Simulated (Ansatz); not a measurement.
## Si16O: molecular dynamics (part 1 of 2)

Si16O (defect cell, 17 atoms in the cell), computed with DFT LDA, scalar-relativistic, plane waves, PAW, PAW set soft_1, spin-polarised (Ansatz 0.2.0).

One setting was made poor on purpose. It belongs to a series of runs on one base structure; here: dynamics from the last frame of the run before. Figures and captions count atoms from 1; the log counts them from 0 in places.

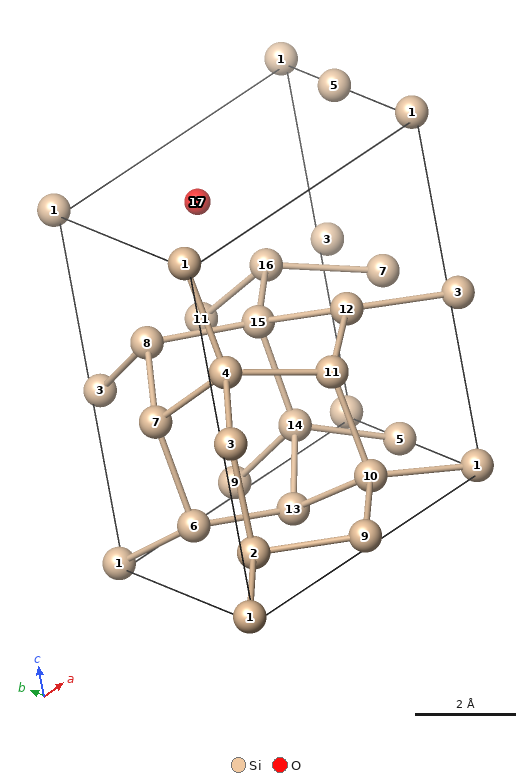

**Figure 1.** The input geometry (ball-and-stick view of the cell of the calculation, seen slightly off an axis; atoms are numbered from 1 in the order of the input). An atom can appear more than once, as a periodic image.

Results in brief

```tsv
quantity	value
outcome	finished
mean temperature over the second half	745 K
trajectory	90 steps, 135 fs
ensemble	nvt_langevin
temperature in the input	840.0 K
time step	1.5 fs
electrons treated	70
potential energy (free energy of the electrons) (last step)	−10290.2767 eV
Fermi energy (last step)	6.467 eV
net moment of the cell (last step)	0.00 μB
integrated absolute moment (last step)	0.00 μB
largest force (length of the vector) (last step)	3.227 eV/Å
hardware	1 thread of Intel Xeon (Sapphire Rapids), 192 GiB of memory available, shared host
wall time	17 min
peak memory	0.65 GiB
```

Notes

The program warns: the PAW datasets were made with another functional; some starting moments were not kept. A deliberately poor setting: tiny smearing. The input asks for low accuracy. The k-point mesh is coarse for a cell of this size, so the results may not be converged. So short a trajectory is not equilibrated. The logged temperature at the start can lie below the typed one, since it is counted over all degrees of freedom.

Input file
```yaml
accuracy: low
crystal:
  lattice:
    - [0.0, 5.43, 5.43]
    - [5.43, 0.0, 5.43]
    - [5.43, 5.43, 0.0]
  atoms:
    - { symbol: Si, position: [-0.00864611, 0.01179969, 0.0191565] }
    - { symbol: Si, position: [0.12110286, 0.15566884, 0.1233151] }
    - { symbol: Si, position: [0.02962389, -0.01409855, 0.49615468] }
    - { symbol: Si, position: [0.1284528, 0.12892849, 0.63403022] }
    - { symbol: Si, position: [-0.05286202, 0.51843974, 0.0372898] }
    - { symbol: Si, position: [0.12657585, 0.62198795, 0.12659172] }
    - { symbol: Si, position: [-0.00802724, 0.49500269, 0.49719587] }
    - { symbol: Si, position: [0.07395523, 0.61832346, 0.66776222] }
    - { symbol: Si, position: [0.48453341, -0.02649339, 0.04295794] }
    - { symbol: Si, position: [0.62427632, 0.13186354, 0.12937195] }
    - { symbol: Si, position: [0.49375324, 0.01858492, 0.49581825] }
    - { symbol: Si, position: [0.64495074, 0.11840322, 0.59509475] }
    - { symbol: Si, position: [0.48013264, 0.51952951, 0.03858707] }
    - { symbol: Si, position: [0.58937939, 0.60760586, 0.21528014] }
    - { symbol: Si, position: [0.46091767, 0.48297943, 0.58181511] }
    - { symbol: Si, position: [0.60236608, 0.62879211, 0.66009953] }
    - { symbol: O, position: [0.52821184, 0.94537847, 0.82263851], spin: 1.0 }
magnetization:
  spin_polarized: true
basis:
  ecutwfc: 420.0
kpoints:
  mp_grid: { grid: [2, 2, 2] }
hamiltonian:
  xc: lda
  pseudopotentials: { kind: paw, azcp: { folder: soft_1 } }
scf:
  occupations: { method: fermi_dirac, width: 0.002 }
  lower_state_search: "off"
  max_iter: 73
md:
  timestep: 1.5
  n_steps: 90
  ensemble: nvt_langevin
  temperature: 840.0
  initial_velocities: maxwell_boltzmann
  seed: 304495
  friction: 0.01
```

Run as:
```bash
ansatz run input.yaml --threads 1 --pin off --max-ram 3072MiB --backend cpu --events-out ev --progress --plain --runs-dir out
```

What the program printed
```
Warning: md: disabling space-group detection — thermal motion breaks the input geometry's symmetry, so no spatial operation reduces the k-mesh or symmetrises the density; time reversal is kept, so that k and −k are solved as one point where they differ and the mesh holds both, and exact exchange and, on two spinor components, a DFT+U term hold to it where the run has them: on two components no moment then forms, and a state that bears one, which a typed moment (crystal.atoms[].spin; refused beside efield: under a hybrid functional) reaches, can lie lower, under hf by electronvolts; crystal.symmetry.detect: false (a key that needs symmetry detection or time reversal refuses this as the deck is read) with time_reversal: false beside it drops time reversal too
Warning: [file] the record states the generating functional pbe (its physics header spells it `PBE`), which answers neither for hamiltonian.xc's functional nor for the lda family's — results may be inconsistent (PPs are generated against a specific XC)
Warning: [file] the record states the generating functional pbe (its physics header spells it `PBE`), which answers neither for hamiltonian.xc's functional nor for the lda family's — results may be inconsistent (PPs are generated against a specific XC)
Engine: ansatz 0.2.0, x86_64-unknown-linux-gnu
Pseudopotentials: kind: paw
Pseudopotential: Si, paw, valence charge 4, recommended cutoff 420 eV (normal), [file]
Pseudopotential: O, paw, valence charge 6, recommended cutoff 420 eV (normal), [file]
Functional definition: SPW92
  exchange = slater_x
  correlation = pw_c
Crystal: 17 atoms, lattice volume = 320.206 Å³
Basis set: ecut = 420 eV, 6231 PW (Γ)
Bands: 53, of which v1, the nominal top of the filled ones, is band 35 counted from 1 (34 counted from 0)
Symmetry: 1 space group operations
k-points: 8
Non-local potential: Si, projectors of the file, l = 0: 2, l = 1: 2, l = 2: 1
Non-local potential: O, projectors of the file, l = 0: 2, l = 1: 2, l = 2: 1
PAW form: soft (Blöchl's): semilocal exchange-correlation on the pseudo side does not see the compensation charge
PAW frozen core: Si, regenerated for the run's functional, and the local potential with it (the file was generated under x = pbe(κ = 0.804, μ = 0.2195149727645171), c = pbe(β = 0.06672455060314922))
PAW frozen core: O, regenerated for the run's functional, and the local potential with it (the file was generated under x = pbe(κ = 0.804, μ = 0.2195149727645171), c = pbe(β = 0.06672455060314922))
PAW one-centre angular grid: Si, 110 points (default); XC on 64 Gauss nodes
PAW one-centre angular grid: O, 110 points (default); XC on 64 Gauss nodes
Initial density: superposition of atomic densities (chi_scale 0.1, normalization cell, long waves kept (reshape's long-wave potential 0.45 eV rms))
Starting moments: Σ|m| = 1 μB on 1 of 17 sites
Initial wavefunctions: pseudopotential atomic-orbital guess
Functional: x = slater, c = lda
SCF iter   1: F=—  HF=-10296.311572 eV  |F-HF|=—  |Δ(HF+E_count)|=         —  Δρ=4.26e-2 (↑4.26e-2 ↓2.82e-2)  dr2=2.51e1  dr2_m=3.68e-1  M=0.250 μB ∫|m|=0.518 μB  β_m=0.30  ethr=3.10e-3  ⟨swp⟩=8.9  Hψ=4857  notcnv=0  defer=66
preconditioner: auto → Resta (q_TF=auto, 2.118 Å⁻¹)  ε∞=5.4  [insulator: Δε(μ)=0.128 eV  Ē_g=8.177 eV  σ=0.002 eV  W_gap=1.00  n_scr=58 (ndim 8)  ℏωp=17.2 eV  f_vac=0.000  D(μ)=0.00/eV (n_scr^D=0)  ε∞_Penn≈5.4]
spin=Collinear: Resta preconditioning applied to the charge; magnetization (m = ρ↑ − ρ↓) channel mixes plain (no charge-response kernel on spin).
SCF iter   2: F=—  HF=-10292.880110 eV  |F-HF|=—  |Δ(HF+E_count)|=    3.43e0  Δρ=2.37e-2 (↑2.10e-2 ↓2.37e-2)  dr2=6.18e0  dr2_m=3.67e-1  M=0.000 μB ∫|m|=0.259 μB  β_m=0.30  ethr=3.10e-3  ⟨swp⟩=3.6  Hψ=1862  notcnv=0  defer=168
SCF iter   3: F=—  HF=-10291.731454 eV  |F-HF|=—  |Δ(HF+E_count)|=    1.15e0  Δρ=1.53e-2 (↑1.42e-2 ↓1.53e-2)  dr2=2.34e0  dr2_m=2.25e-1  M=0.000 μB ∫|m|=0.190 μB  β_m=0.30  ethr=3.10e-3  ⟨swp⟩=3.3  Hψ=1416  notcnv=0  defer=174
SCF iter   4: F=—  HF=-10291.059307 eV  |F-HF|=—  |Δ(HF+E_count)|=   6.72e-1  Δρ=7.53e-3 (↑7.53e-3 ↓6.89e-3)  dr2=1.23e-1  dr2_m=1.35e-1  M=0.000 μB ∫|m|=0.139 μB  β_m=0.30  ethr=3.10e-3  ⟨swp⟩=3.7  Hψ=1487  notcnv=0  defer=172
SCF iter   5: F=—  HF=-10291.060999 eV  |F-HF|=—  |Δ(HF+E_count)|=   1.69e-3  Δρ=5.61e-3 (↑4.86e-3 ↓5.61e-3)  dr2=1.28e-2  dr2_m=7.81e-2  M=0.000 μB ∫|m|=0.107 μB  β_m=0.30  ethr=1.75e-4  ⟨swp⟩=3.2  Hψ=1472  notcnv=0  defer=171
SCF iter   6: F=—  HF=-10291.074619 eV  |F-HF|=—  |Δ(HF+E_count)|=   1.36e-2  Δρ=4.09e-3 (↑3.86e-3 ↓4.09e-3)  dr2=3.97e-3  dr2_m=4.54e-2  M=0.000 μB ∫|m|=0.082 μB  β_m=0.30  ethr=1.82e-5  ⟨swp⟩=2.4  Hψ=1294  notcnv=0  defer=171
SCF iter   7: F=—  HF=-10291.082990 eV  |F-HF|=—  |Δ(HF+E_count)|=   8.37e-3  Δρ=3.15e-3 (↑3.15e-3 ↓2.85e-3)  dr2=4.81e-4  dr2_m=2.64e-2  M=0.000 μB ∫|m|=0.064 μB  β_m=0.30  ethr=5.67e-6  ⟨swp⟩=2.6  Hψ=1250  notcnv=0  defer=171
Mixer restart at iter 7: flushing history
spin-set hold released at iteration 7 (site moments contracting): the magnetisation degrees of freedom join the quasi-Newton model from the next iteration; the mixer history was flushed
SCF iter   8: F=—  HF=-10291.087424 eV  |F-HF|=—  |Δ(HF+E_count)|=   4.43e-3  Δρ=2.32e-3 (↑2.32e-3 ↓2.27e-3)  dr2=1.25e-4  dr2_m=1.55e-2  M=0.000 μB ∫|m|=0.050 μB  β_m=0.65  ethr=6.87e-7  ⟨swp⟩=2.8  Hψ=1445  notcnv=0  defer=171
SCF iter   9: F=—  HF=-10291.093788 eV  |F-HF|=—  |Δ(HF+E_count)|=   6.36e-3  Δρ=3.75e-4 (↑3.75e-4 ↓1.87e-4)  dr2=7.48e-4  dr2_m=3.91e-5  M=0.000 μB ∫|m|=0.004 μB  β_m=0.54  ethr=1.79e-7  ⟨swp⟩=4.2  Hψ=2226  notcnv=0  defer=171
SCF iter  10: F=—  HF=-10291.093631 eV  |F-HF|=—  |Δ(HF+E_count)|=   1.57e-4  Δρ=7.30e-5 (↑7.18e-5 ↓7.30e-5)  dr2=1.28e-6  dr2_m=1.52e-5  M=0.000 μB ∫|m|=0.002 μB  β_m=0.77  ethr=1.79e-7  ⟨swp⟩=3.2  Hψ=1721  notcnv=0  defer=171
SCF iter  11: F=—  HF=-10291.093609 eV  |F-HF|=—  |Δ(HF+E_count)|=   2.21e-5  Δρ=2.17e-5 (↑2.17e-5 ↓1.90e-5)  dr2=1.40e-7  dr2_m=1.19e-6  M=0.000 μB ∫|m|=0.001 μB  β_m=0.88  ethr=1.83e-9  ⟨swp⟩=2.1  Hψ=1301  notcnv=0  defer=171
iter 12 did not close the SCF: its close was put off for a magnetic moment that had not settled (scf_convergence_deferred on its scf_iter line)
SCF iter  12: F=-10291.093610 eV  HF=-10291.093610 eV  |F-HF|=3.78e-10  |Δ(HF+E_count)|=   1.28e-6  Δρ=7.71e-7 (↑7.71e-7 ↓6.90e-7)  dr2=6.17e-9  dr2_m=7.53e-10  M=0.000 μB ∫|m|=0.000 μB  β_m=0.93  ethr=1.43e-10  ⟨swp⟩=5.0  Hψ=3044  notcnv=0
SCF iter  13: F=-10291.093610 eV  HF=-10291.093610 eV  |F-HF|=1.84e-10  |Δ(HF+E_count)|=   1.21e-9  Δρ=2.09e-7 (↑1.93e-7 ↓2.09e-7)  dr2=8.72e-10  dr2_m=2.75e-11  M=0.000 μB ∫|m|=0.000 μB  ethr=8.81e-12  ⟨swp⟩=1.4  Hψ=2110  notcnv=0
WARN: the starting moments were not kept: the SCF closed with an absolute magnetisation of 8.5e-6 μB, where they sum to 1 μB in size (1 site). That is at most 0.1 of that sum. Measured as dr2_m measures the in/out step, that magnetisation stands 2.1e-12 eV from none, at or under the dr2_threshold of 1.0e-7 eV: it is no larger than a step whose dr2_m would equal this threshold. The system may hold no moment; this SCF shows only that its start led to no more than that. To try another start: raise the starting moments (crystal.atoms[].spin, magnetization.per_species, magnetization.initial_magnetization, or on a non-collinear deck that types none of these the spinor_matrix: blocks that start its atoms; where the total moment is fixed, keep their sum and leave initial_magnetization as it is; typed ones take the place of any that the run laid by itself, positive ones on a crystal's lanthanoids without a Hubbard term where scf.initial_density.shell_occupations: [] is typed) or, if the notice of its spin-set hold's release reads "site moments contracting" or "site moments show no strong build", lengthen the hold (scf.mixing.spin_hold: { on: { confirm: 4 } }; for m-r²SCAN on two components see the key's manual first). Each may lead to a state that holds a moment. A second SCF, from the converged charge density, with the starting moments and any scf.initial_density.shell_occupations laid on it anew, would have followed, and was not run: the deck does not ask for one (magnetization.retry_lost_moments is false, the default). To let it run, set magnetization.retry_lost_moments: true and run the deck again, where that key's refused combinations let it; where memory then withholds it, that run's warning says so.
SCF 1 converged in 13 iterations: F = -10291.093610 eV  dr2 = 8.72e-10
  greatest PAW one-centre occupation: 0.868 electrons in one spin orbital (limit 2), on the O atom at site 16 (counted from 0), in its partial waves of l = 0
md step     0: t =     0.00 fs  T =   790.6 K  F+E_penalty+E_count = -10291.09361032 eV  E_kin = 1.737254 eV  (13 SCF iters)
Initial density: handed on by an earlier stage of this run
Starting moments: Σ|m| = 1 μB on 1 of 17 sites; this step starts from the density that it was given
Initial wavefunctions: those handed on with the density
iter 1 solved again at ethr=7.89e-6 eV; its pass at ethr=3.10e-3 eV (dr2=5.52e-3 eV) is discarded
SCF iter   1: F=—  HF=-10290.979096 eV  |F-HF|=—  |Δ(HF+E_count)|=         —  Δρ=9.01e-4 (↑9.01e-4 ↓7.97e-4)  dr2=7.44e-3  dr2_m=7.43e-4  M=0.000 μB ∫|m|=0.004 μB  β_m=0.30  ethr=7.89e-6  ⟨swp⟩=7.2  Hψ=5138  notcnv=0
preconditioner: auto → Resta (q_TF=auto, 2.118 Å⁻¹)  ε∞=5.5  [insulator: Δε(μ)=0.196 eV  Ē_g=8.058 eV  σ=0.002 eV  W_gap=1.00  n_scr=58 (ndim 8)  ℏωp=17.1 eV  f_vac=0.000  D(μ)=0.00/eV (n_scr^D=0)  ε∞_Penn≈5.5]
spin=Collinear: Resta preconditioning applied to the charge; magnetization (m = ρ↑ − ρ↓) channel mixes plain (no charge-response kernel on spin).
SCF iter   2: F=—  HF=-10290.978051 eV  |F-HF|=—  |Δ(HF+E_count)|=   1.04e-3  Δρ=6.36e-4 (↑6.36e-4 ↓5.67e-4)  dr2=3.29e-3  dr2_m=4.00e-4  M=0.000 μB ∫|m|=0.003 μB  β_m=0.62  ethr=7.89e-6  ⟨swp⟩=1.1  Hψ=864  notcnv=0
SCF iter   3: F=—  HF=-10290.977401 eV  |F-HF|=—  |Δ(HF+E_count)|=   6.50e-4  Δρ=9.48e-5 (↑8.62e-5 ↓9.48e-5)  dr2=7.89e-5  dr2_m=6.00e-6  M=0.000 μB ∫|m|=0.001 μB  β_m=0.63  ethr=4.70e-6  ⟨swp⟩=4.5  Hψ=2000  notcnv=0
SCF iter   4: F=—  HF=-10290.977355 eV  |F-HF|=—  |Δ(HF+E_count)|=   4.61e-5  Δρ=4.52e-5 (↑4.52e-5 ↓4.43e-5)  dr2=1.76e-5  dr2_m=1.07e-6  M=0.000 μB ∫|m|=0.000 μB  β_m=0.62  ethr=1.13e-7  ⟨swp⟩=3.4  Hψ=1835  notcnv=0
SCF iter   5: F=—  HF=-10290.977352 eV  |F-HF|=—  |Δ(HF+E_count)|=   2.79e-6  Δρ=1.01e-5 (↑1.01e-5 ↓9.89e-6)  dr2=1.00e-6  dr2_m=5.94e-8  M=0.000 μB ∫|m|=0.000 μB  β_m=0.69  ethr=2.52e-8  ⟨swp⟩=2.0  Hψ=1372  notcnv=0
[...]
the starting moments were not kept: the SCF closed with an absolute magnetisation of 5.4e-7 μB, where they sum to 1 μB in size (1 site). That is at most 0.1 of that sum. Measured as dr2_m measures the in/out step, that magnetisation stands 1.0e-14 eV from none, at or under the dr2_threshold of 1.0e-7 eV: it is no larger than a step whose dr2_m would equal this threshold.
  greatest PAW one-centre occupation: 0.869 electrons in one spin orbital (limit 2), on the O atom at site 16 (counted from 0), in its partial waves of l = 0
md step     1: t =     1.50 fs  T =   657.4 K  F+E_penalty+E_count = -10290.97735208 eV  E_kin = 1.444637 eV  (8 SCF iters)
[... from here on the SCF iterations and repeated set-up lines of each step are left out, up to the last step ...]
md step     2: t =     3.00 fs  T =   587.0 K  F+E_penalty+E_count = -10290.85640383 eV  E_kin = 1.289777 eV  (8 SCF iters)
md step     3: t =     4.50 fs  T =   509.2 K  F+E_penalty+E_count = -10290.73770095 eV  E_kin = 1.118975 eV  (8 SCF iters)
md step     4: t =     6.00 fs  T =   418.3 K  F+E_penalty+E_count = -10290.63349373 eV  E_kin = 0.919157 eV  (8 SCF iters)
md step     5: t =     7.50 fs  T =   398.7 K  F+E_penalty+E_count = -10290.55325784 eV  E_kin = 0.876160 eV  (7 SCF iters)
md step     6: t =     9.00 fs  T =   423.7 K  F+E_penalty+E_count = -10290.49699966 eV  E_kin = 0.931064 eV  (7 SCF iters)
md step     7: t =    10.50 fs  T =   422.7 K  F+E_penalty+E_count = -10290.45530585 eV  E_kin = 0.928740 eV  (7 SCF iters)
md step     8: t =    12.00 fs  T =   402.8 K  F+E_penalty+E_count = -10290.43152263 eV  E_kin = 0.885216 eV  (7 SCF iters)
md step     9: t =    13.50 fs  T =   402.7 K  F+E_penalty+E_count = -10290.45599407 eV  E_kin = 0.884875 eV  (7 SCF iters)
md step    10: t =    15.00 fs  T =   402.2 K  F+E_penalty+E_count = -10290.52465040 eV  E_kin = 0.883906 eV  (7 SCF iters)
md step    11: t =    16.50 fs  T =   437.8 K  F+E_penalty+E_count = -10290.61951571 eV  E_kin = 0.962131 eV  (7 SCF iters)
md step    12: t =    18.00 fs  T =   518.7 K  F+E_penalty+E_count = -10290.73126274 eV  E_kin = 1.139866 eV  (7 SCF iters)
md step    13: t =    19.50 fs  T =   601.6 K  F+E_penalty+E_count = -10290.85350155 eV  E_kin = 1.322071 eV  (6 SCF iters)
md step    14: t =    21.00 fs  T =   671.0 K  F+E_penalty+E_count = -10290.98434600 eV  E_kin = 1.474491 eV  (7 SCF iters)
md step    15: t =    22.50 fs  T =   739.1 K  F+E_penalty+E_count = -10291.11841230 eV  E_kin = 1.624167 eV  (7 SCF iters)
md step    16: t =    24.00 fs  T =   775.3 K  F+E_penalty+E_count = -10291.24312898 eV  E_kin = 1.703550 eV  (7 SCF iters)
md step    17: t =    25.50 fs  T =   834.3 K  F+E_penalty+E_count = -10291.35845628 eV  E_kin = 1.833292 eV  (7 SCF iters)
md step    18: t =    27.00 fs  T =   839.0 K  F+E_penalty+E_count = -10291.45898336 eV  E_kin = 1.843666 eV  (8 SCF iters)
md step    19: t =    28.50 fs  T =   891.3 K  F+E_penalty+E_count = -10291.53676515 eV  E_kin = 1.958619 eV  (8 SCF iters)
md step    20: t =    30.00 fs  T =   930.5 K  F+E_penalty+E_count = -10291.59124290 eV  E_kin = 2.044626 eV  (8 SCF iters)
md step    21: t =    31.50 fs  T =   990.9 K  F+E_penalty+E_count = -10291.62021122 eV  E_kin = 2.177439 eV  (7 SCF iters)
md step    22: t =    33.00 fs  T =  1038.3 K  F+E_penalty+E_count = -10291.62390904 eV  E_kin = 2.281627 eV  (8 SCF iters)
```
